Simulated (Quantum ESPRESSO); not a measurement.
Relaxation of cell and atoms, with input and output: NaCl (part 1 of 2)

The run: relaxation of cell and atoms of NaCl (Pm-3m, 2 atoms in the cell). Method and program: Kohn-Sham DFT of a periodic cell, PBEsol, SSSP 1.3 efficiency PBE, no spin polarisation (Quantum ESPRESSO 7.5).

The structure derives from a Materials Project entry.

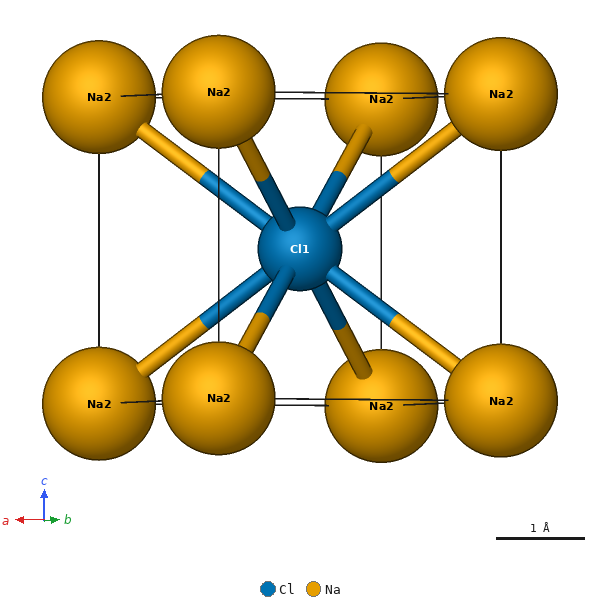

**Figure 1.** The input geometry (ball-and-stick view of the cell of the calculation, seen at an oblique angle; atoms are numbered from 1 in the order of the input). An atom can appear more than once, as a periodic image.

**Input file**
```
&CONTROL
  calculation = 'vc-relax'
  prefix = 'pwscf'
  outdir = './tmp'
  pseudo_dir = './pseudo'
  tprnfor = .true.
  tstress = .true.
  disk_io = 'low'
  nstep = 40
  forc_conv_thr = 0.0004
  etot_conv_thr = 1d-05
/
&SYSTEM
  ibrav = 0
  nat = 2
  ntyp = 2
  ecutwfc = 63
  ecutrho = 506
  nbnd = 14
  input_dft = 'pbesol'
  occupations = 'smearing'
  smearing = 'fd'
  degauss = 0.00367493
/
&ELECTRONS
  conv_thr = 4d-10
  electron_maxstep = 120
  mixing_beta = 0.5
/
&IONS
  ion_dynamics = 'bfgs'
/
&CELL
  cell_dynamics = 'bfgs'
  press = 100
  press_conv_thr = 0.3
/
ATOMIC_SPECIES
Cl    35.4500 cl_pbe_v1.4.uspp.F.UPF
Na    22.9898 na_pbe_v1.5.uspp.F.UPF
CELL_PARAMETERS angstrom
   3.5021900000    0.0000000000    0.0000000000
   0.0000000000    3.5021900000    0.0000000000
   0.0000000000    0.0000000000    3.5021900000
ATOMIC_POSITIONS angstrom
Cl     1.7510950000    1.7510950000    1.7510950000
Na     0.0000000000    0.0000000000    0.0000000000
K_POINTS automatic
8 8 8 0 0 0
```

Launch command:
```bash
OMP_NUM_THREADS=1 pw.x -in pw.in > pw.out
```

**Log**
```
This program is part of the open-source Quantum ESPRESSO suite
     for quantum simulation of materials; please cite
         "P. Giannozzi et al., J. Phys.:Condens. Matter 21 395502 (2009);
         "P. Giannozzi et al., J. Phys.:Condens. Matter 29 465901 (2017);
         "P. Giannozzi et al., J. Chem. Phys. 152 154105 (2020);
          URL
     in publications or presentations arising from this work. More details at

     IMPORTANT: XC functional enforced from input :
     Exchange-correlation= PBESOL
                           (   1   4  10   8   0   0   0)
     Any further DFT definition will be discarded
     Please, verify this is what you really want

     Message from routine setup:
     using ibrav=0 with symmetry is DISCOURAGED, use correct ibrav instead

     G-vector sticks info
     --------------------
     sticks:   dense  smooth     PW     G-vecs:    dense   smooth      PW
     Sum        1757     877    277                55707    19549    3287

     Using Slab Decomposition

     bravais-lattice index     =            0
     lattice parameter (alat)  =       6.6182  a.u.
     unit-cell volume          =     289.8783 (a.u.)^3
     number of atoms/cell      =            2
     number of atomic types    =            2
     number of electrons       =        16.00
     number of Kohn-Sham states=           14
     kinetic-energy cutoff     =      63.0000  Ry
     charge density cutoff     =     506.0000  Ry
     scf convergence threshold =      4.0E-10
     mixing beta               =       0.5000
     number of iterations used =            8  plain     mixing
     energy convergence thresh.=      1.0E-05
     force convergence thresh. =      4.0E-04
     press convergence thresh. =      3.0E-01
     Exchange-correlation= PBESOL
                           (   1   4  10   8   0   0   0)
     nstep                     =           40

     celldm(1)=   6.618180  celldm(2)=   0.000000  celldm(3)=   0.000000
     celldm(4)=   0.000000  celldm(5)=   0.000000  celldm(6)=   0.000000

     crystal axes: (cart. coord. in units of alat)
               a(1) = (   1.000000   0.000000   0.000000 )
               a(2) = (   0.000000   1.000000   0.000000 )
               a(3) = (   0.000000   0.000000   1.000000 )

     reciprocal axes: (cart. coord. in units 2 pi/alat)
               b(1) = (  1.000000  0.000000  0.000000 )
               b(2) = (  0.000000  1.000000  0.000000 )
               b(3) = (  0.000000  0.000000  1.000000 )

     PseudoPot. # 1 for Cl read from file:
     cl_pbe_v1.4.uspp.F.UPF
     Pseudo is Ultrasoft + core correction, Zval =  7.0
     Generated by new atomic code, or converted to UPF format
     Using radial grid of  909 points,  6 beta functions with:
                l(1) =   0
                l(2) =   0
                l(3) =   1
                l(4) =   1
                l(5) =   2
                l(6) =   2
     Q(r) pseudized with  8 coefficients,  rinner =    1.300   1.300   1.300
                                                       1.300   1.300

     PseudoPot. # 2 for Na read from file:
     na_pbe_v1.5.uspp.F.UPF
     Pseudo is Ultrasoft, Zval =  9.0
     Generated by new atomic code, or converted to UPF format
     Using radial grid of  819 points,  5 beta functions with:
                l(1) =   0
                l(2) =   0
                l(3) =   1
                l(4) =   1
                l(5) =   2
     Q(r) pseudized with  8 coefficients,  rinner =    1.250   1.250   1.250
                                                       1.250   1.250

     atomic species   valence    mass     pseudopotential
     Cl                7.00    35.45000     Cl( 1.00)
     Na                9.00    22.98980     Na( 1.00)

     48 Sym. Ops., with inversion, found

   Cartesian axes

     site n.     atom                  positions (alat units)
         1        Cl     tau(   1) = (   0.5000000   0.5000000   0.5000000  )
         2        Na     tau(   2) = (   0.0000000   0.0000000   0.0000000  )

     number of k points=    35  Fermi-Dirac smearing, width (Ry)=  0.0037
                       cart. coord. in units 2pi/alat
        k(    1) = (   0.0000000   0.0000000   0.0000000), wk =   0.0039062
        k(    2) = (   0.0000000   0.0000000   0.1250000), wk =   0.0234375
        k(    3) = (   0.0000000   0.0000000   0.2500000), wk =   0.0234375
        k(    4) = (   0.0000000   0.0000000   0.3750000), wk =   0.0234375
        k(    5) = (   0.0000000   0.0000000  -0.5000000), wk =   0.0117188
        k(    6) = (   0.0000000   0.1250000   0.1250000), wk =   0.0468750
        k(    7) = (   0.0000000   0.1250000   0.2500000), wk =   0.0937500
        k(    8) = (   0.0000000   0.1250000   0.3750000), wk =   0.0937500
        k(    9) = (   0.0000000   0.1250000  -0.5000000), wk =   0.0468750
        k(   10) = (   0.0000000   0.2500000   0.2500000), wk =   0.0468750
        k(   11) = (   0.0000000   0.2500000   0.3750000), wk =   0.0937500
        k(   12) = (   0.0000000   0.2500000  -0.5000000), wk =   0.0468750
        k(   13) = (   0.0000000   0.3750000   0.3750000), wk =   0.0468750
        k(   14) = (   0.0000000   0.3750000  -0.5000000), wk =   0.0468750
        k(   15) = (   0.0000000  -0.5000000  -0.5000000), wk =   0.0117188
        k(   16) = (   0.1250000   0.1250000   0.1250000), wk =   0.0312500
        k(   17) = (   0.1250000   0.1250000   0.2500000), wk =   0.0937500
        k(   18) = (   0.1250000   0.1250000   0.3750000), wk =   0.0937500
        k(   19) = (   0.1250000   0.1250000  -0.5000000), wk =   0.0468750
        k(   20) = (   0.1250000   0.2500000   0.2500000), wk =   0.0937500
        k(   21) = (   0.1250000   0.2500000   0.3750000), wk =   0.1875000
        k(   22) = (   0.1250000   0.2500000  -0.5000000), wk =   0.0937500
        k(   23) = (   0.1250000   0.3750000   0.3750000), wk =   0.0937500
        k(   24) = (   0.1250000   0.3750000  -0.5000000), wk =   0.0937500
        k(   25) = (   0.1250000  -0.5000000  -0.5000000), wk =   0.0234375
        k(   26) = (   0.2500000   0.2500000   0.2500000), wk =   0.0312500
        k(   27) = (   0.2500000   0.2500000   0.3750000), wk =   0.0937500
        k(   28) = (   0.2500000   0.2500000  -0.5000000), wk =   0.0468750
        k(   29) = (   0.2500000   0.3750000   0.3750000), wk =   0.0937500
        k(   30) = (   0.2500000   0.3750000  -0.5000000), wk =   0.0937500
        k(   31) = (   0.2500000  -0.5000000  -0.5000000), wk =   0.0234375
        k(   32) = (   0.3750000   0.3750000   0.3750000), wk =   0.0312500
        k(   33) = (   0.3750000   0.3750000  -0.5000000), wk =   0.0468750
        k(   34) = (   0.3750000  -0.5000000  -0.5000000), wk =   0.0234375
        k(   35) = (  -0.5000000  -0.5000000  -0.5000000), wk =   0.0039062

     Dense  grid:    55707 G-vectors     FFT dimensions: (  48,  48,  48)

     Smooth grid:    19549 G-vectors     FFT dimensions: (  36,  36,  36)

     Initial potential from superposition of free atoms

     starting charge      15.9937, renormalised to      16.0000

     negative rho (up, down):  1.526E-02 0.000E+00
     Starting wfcs are    9 randomized atomic wfcs +    5 random wfcs

     Self-consistent Calculation

     iteration #  1     ecut=    63.00 Ry     beta= 0.50
     Davidson diagonalization with overlap
     ethr =  1.00E-02,  avg # of iterations =  6.9

     Threshold (ethr) on eigenvalues was too large:
     Diagonalizing with lowered threshold

     Davidson diagonalization with overlap
     ethr =  3.09E-04,  avg # of iterations =  1.9

     negative rho (up, down):  1.555E-02 0.000E+00

     total energy              =    -128.51834065 Ry
     estimated scf accuracy    <       0.04776308 Ry

     iteration #  2     ecut=    63.00 Ry     beta= 0.50
     Davidson diagonalization with overlap
     ethr =  2.99E-04,  avg # of iterations =  2.0

     negative rho (up, down):  1.526E-02 0.000E+00

     total energy              =    -128.52707890 Ry
     estimated scf accuracy    <       0.00269327 Ry

     iteration #  3     ecut=    63.00 Ry     beta= 0.50
     Davidson diagonalization with overlap
     ethr =  1.68E-05,  avg # of iterations =  4.1

     negative rho (up, down):  1.499E-02 0.000E+00

     total energy              =    -128.52721760 Ry
     estimated scf accuracy    <       0.00061388 Ry

     iteration #  4     ecut=    63.00 Ry     beta= 0.50
     Davidson diagonalization with overlap
     ethr =  3.84E-06,  avg # of iterations =  2.6

     negative rho (up, down):  1.501E-02 0.000E+00

     total energy              =    -128.52726521 Ry
     estimated scf accuracy    <       0.00000519 Ry

     iteration #  5     ecut=    63.00 Ry     beta= 0.50
     Davidson diagonalization with overlap
     ethr =  3.24E-08,  avg # of iterations =  4.1

     negative rho (up, down):  1.503E-02 0.000E+00

     total energy              =    -128.52727136 Ry
     estimated scf accuracy    <       0.00000069 Ry

     iteration #  6     ecut=    63.00 Ry     beta= 0.50
     Davidson diagonalization with overlap
     ethr =  4.30E-09,  avg # of iterations =  2.1

     negative rho (up, down):  1.503E-02 0.000E+00

     total energy              =    -128.52727221 Ry
     estimated scf accuracy    <       0.00000013 Ry

     iteration #  7     ecut=    63.00 Ry     beta= 0.50
     Davidson diagonalization with overlap
     ethr =  7.92E-10,  avg # of iterations =  2.1

     negative rho (up, down):  1.503E-02 0.000E+00

     total energy              =    -128.52727240 Ry
     estimated scf accuracy    <       0.00000001 Ry

     iteration #  8     ecut=    63.00 Ry     beta= 0.50
     Davidson diagonalization with overlap
     ethr =  8.47E-11,  avg # of iterations =  1.6

     negative rho (up, down):  1.503E-02 0.000E+00

     End of self-consistent calculation

          k = 0.0000 0.0000 0.0000 (  2469 PWs)   bands (ev):

   -47.7745 -19.6746 -19.6746 -19.6746 -11.2235   1.6783   1.6783   1.6783
     5.9981  10.5319  10.5319  17.7773  17.7774  17.7774

          k = 0.0000 0.0000 0.1250 (  2465 PWs)   bands (ev):

   -47.7743 -19.6809 -19.6741 -19.6741 -11.1739   1.1721   1.7115   1.7115
     6.4539  10.7025  10.8705  16.2933  16.2933  17.3273

          k = 0.0000 0.0000 0.2500 (  2441 PWs)   bands (ev):

   -47.7737 -19.6960 -19.6727 -19.6727 -11.0497   0.2210   1.7939   1.7939
     7.3625  11.2000  11.3814  15.0058  15.0058  17.1023

          k = 0.0000 0.0000 0.3750 (  2460 PWs)   bands (ev):

   -47.7731 -19.7110 -19.6714 -19.6714 -10.9185  -0.5398   1.8797   1.8797
     8.3255  11.1241  11.9409  14.1375  14.1375  15.8140

          k = 0.0000 0.0000-0.5000 (  2416 PWs)   bands (ev):

   -47.7729 -19.7172 -19.6708 -19.6708 -10.8619  -0.8226   1.9162   1.9162
     8.9063  10.6614  12.4549  13.8319  13.8319  14.9452

          k = 0.0000 0.1250 0.1250 (  2454 PWs)   bands (ev):

   -47.7740 -19.6810 -19.6795 -19.6735 -11.1260   1.1155   1.3366   1.7452
     6.8799  10.9206  11.1186  15.2027  16.0965  16.9704

          k = 0.0000 0.1250 0.2500 (  2458 PWs)   bands (ev):

   -47.7735 -19.6951 -19.6785 -19.6722 -11.0059   0.2808   1.3697   1.8288
     7.7356  11.2165  11.6232  14.1797  15.0736  16.9236

          k = 0.0000 0.1250 0.3750 (  2440 PWs)   bands (ev):

   -47.7729 -19.7097 -19.6769 -19.6709 -10.8792  -0.4573   1.4873   1.9158
     8.6611  10.7994  12.1515  13.6337  14.2210  16.9767

          k = 0.0000 0.1250-0.5000 (  2448 PWs)   bands (ev):

   -47.7727 -19.7158 -19.6763 -19.6703 -10.8246  -0.7336   1.5392   1.9529
     9.3385  10.1582  12.7766  13.0383  13.9157  16.5641

          k = 0.0000 0.2500 0.2500 (  2452 PWs)   bands (ev):

   -47.7729 -19.6942 -19.6912 -19.6709 -10.8964   0.3200   0.6467   1.9153
     8.4298  10.7931  12.2522  13.7799  15.0884  15.7400

          k = 0.0000 0.2500 0.3750 (  2453 PWs)   bands (ev):

   -47.7724 -19.7068 -19.6903 -19.6697 -10.7813  -0.2464   0.6936   2.0054
     8.9109  10.3132  12.6312  13.7438  14.4422  15.7317

          k = 0.0000 0.2500-0.5000 (  2458 PWs)   bands (ev):

   -47.7721 -19.7125 -19.6894 -19.6692 -10.7317  -0.5032   0.7678   2.0438
     8.9857  10.2514  12.8311  13.4647  14.1403  15.8411

          k = 0.0000 0.3750 0.3750 (  2454 PWs)   bands (ev):

   -47.7718 -19.7044 -19.7030 -19.6685 -10.6786  -0.0637   0.0811   2.0987
     8.2945  10.8099  12.9182  13.7550  14.6350  14.8503

          k = 0.0000 0.3750-0.5000 (  2462 PWs)   bands (ev):

   -47.7716 -19.7092 -19.7024 -19.6680 -10.6345  -0.2450   0.1178   2.1385
     7.9703  11.2179  12.9671  13.5005  14.4083  14.8735

          k = 0.0000-0.5000-0.5000 (  2464 PWs)   bands (ev):

   -47.7714 -19.7079 -19.7079 -19.6675 -10.5928  -0.1278  -0.1278   2.1789
     7.5814  11.8428  13.0549  13.0549  14.5376  14.5376

          k = 0.1250 0.1250 0.1250 (  2448 PWs)   bands (ev):

   -47.7738 -19.6809 -19.6789 -19.6789 -11.0794   1.0795   1.3765   1.3765
     7.2797  11.2359  11.2359  14.8955  15.6068  15.6068

          k = 0.1250 0.1250 0.2500 (  2457 PWs)   bands (ev):

   -47.7732 -19.6942 -19.6784 -19.6774 -10.9629   0.3401   1.3546   1.4762
     8.0774  11.5316  11.5472  14.2064  14.2904  15.8029

          k = 0.1250 0.1250 0.3750 (  2440 PWs)   bands (ev):

   -47.7727 -19.7086 -19.6767 -19.6760 -10.8401  -0.3778   1.4810   1.5809
     8.9392  10.8328  11.8908  13.3328  14.6050  16.0579

          k = 0.1250 0.1250-0.5000 (  2460 PWs)   bands (ev):

   -47.7725 -19.7145 -19.6761 -19.6754 -10.7872  -0.6484   1.5381   1.6259
     9.7688   9.9483  12.0150  13.0888  14.7311  16.1367

          k = 0.1250 0.2500 0.2500 (  2454 PWs)   bands (ev):

   -47.7727 -19.6933 -19.6905 -19.6764 -10.8554   0.3822   0.6965   1.5316
     8.6782  11.1024  12.0325  13.9587  14.0897  15.0640

          k = 0.1250 0.2500 0.3750 (  2451 PWs)   bands (ev):

   -47.7722 -19.7058 -19.6896 -19.6750 -10.7425  -0.1747   0.7430   1.6428
     9.0350  10.6518  11.8757  13.6601  14.6668  15.2771

          k = 0.1250 0.2500-0.5000 (  2460 PWs)   bands (ev):

   -47.7719 -19.7114 -19.6887 -19.6744 -10.6940  -0.4280   0.8156   1.6912
     9.0688  10.6260  11.6028  13.6528  15.0460  15.2230

          k = 0.1250 0.3750 0.3750 (  2453 PWs)   bands (ev):

   -47.7716 -19.7035 -19.7022 -19.6737 -10.6402   0.0010   0.1363   1.7518
     8.4331  10.9965  12.0247  13.1892  15.2532  15.4557

          k = 0.1250 0.3750-0.5000 (  2438 PWs)   bands (ev):

   -47.7714 -19.7083 -19.7017 -19.6731 -10.5963  -0.1823   0.1726   1.7991
     8.1217  11.4141  11.7666  13.0609  15.4826  15.5270

          k = 0.1250-0.5000-0.5000 (  2448 PWs)   bands (ev):

   -47.7712 -19.7070 -19.7070 -19.6726 -10.5545  -0.0711  -0.0711   1.8457
     7.7480  11.8890  11.8890  12.5380  15.6606  15.6606

          k = 0.2500 0.2500 0.2500 (  2455 PWs)   bands (ev):

   -47.7722 -19.6920 -19.6888 -19.6888 -10.7532   0.4709   0.8222   0.8222
     9.0386  11.3752  11.3752  13.4950  14.5964  14.5964

          k = 0.2500 0.2500 0.3750 (  2448 PWs)   bands (ev):

   -47.7716 -19.7033 -19.6886 -19.6871 -10.6460   0.0076   0.8056   0.9564
     9.1378  10.6826  11.0574  13.9413  14.6049  15.6535

          k = 0.2500 0.2500-0.5000 (  2458 PWs)   bands (ev):

   -47.7714 -19.7088 -19.6878 -19.6865 -10.5999  -0.2349   0.8788   1.0149
     9.0897  10.4041  10.9526  14.2104  14.6688  16.1335

          k = 0.2500 0.3750 0.3750 (  2434 PWs)   bands (ev):

   -47.7711 -19.7014 -19.7002 -19.6862 -10.5448   0.1651   0.2764   1.0260
     8.7865  10.4066  10.7236  14.1141  15.7611  16.1039

          k = 0.2500 0.3750-0.5000 (  2434 PWs)   bands (ev):

   -47.7708 -19.7061 -19.6998 -19.6855 -10.5015  -0.0222   0.3112   1.0849
     8.5288  10.3205  10.6618  14.2408  16.0965  16.3394

          k = 0.2500-0.5000-0.5000 (  2424 PWs)   bands (ev):

   -47.7706 -19.7050 -19.7050 -19.6848 -10.4593   0.0730   0.0730   1.1412
     8.2085  10.4630  10.4630  14.3014  16.0338  16.9121

          k = 0.3750 0.3750 0.3750 (  2425 PWs)   bands (ev):

   -47.7705 -19.6995 -19.6983 -19.6983 -10.4450   0.3186   0.4277   0.4277
     9.0376   9.7812   9.7812  15.3845  16.0587  16.4836

          k = 0.3750 0.3750-0.5000 (  2436 PWs)   bands (ev):

   -47.7703 -19.7039 -19.6982 -19.6976 -10.4022   0.1521   0.4356   0.4942
     8.9258   9.4401   9.8003  15.0652  16.1405  16.6167

          k = 0.3750-0.5000-0.5000 (  2448 PWs)   bands (ev):

   -47.7701 -19.7030 -19.7030 -19.6971 -10.3598   0.2293   0.2293   0.5313
     8.8023   9.4745   9.4745  14.4856  16.5038  17.6536

          k =-0.5000-0.5000-0.5000 (  2440 PWs)   bands (ev):

   -47.7699 -19.7022 -19.7022 -19.7022 -10.3172   0.2981   0.2981   0.2981
     9.1205   9.1205   9.1205  13.8475  17.8923  17.8923

     the Fermi energy is     3.8089 ev

!    total energy              =    -128.52727246 Ry
     estimated scf accuracy    <          1.1E-10 Ry
     smearing contrib. (-TS)   =      -0.00000000 Ry
     internal energy E=F+TS    =    -128.52727246 Ry
```
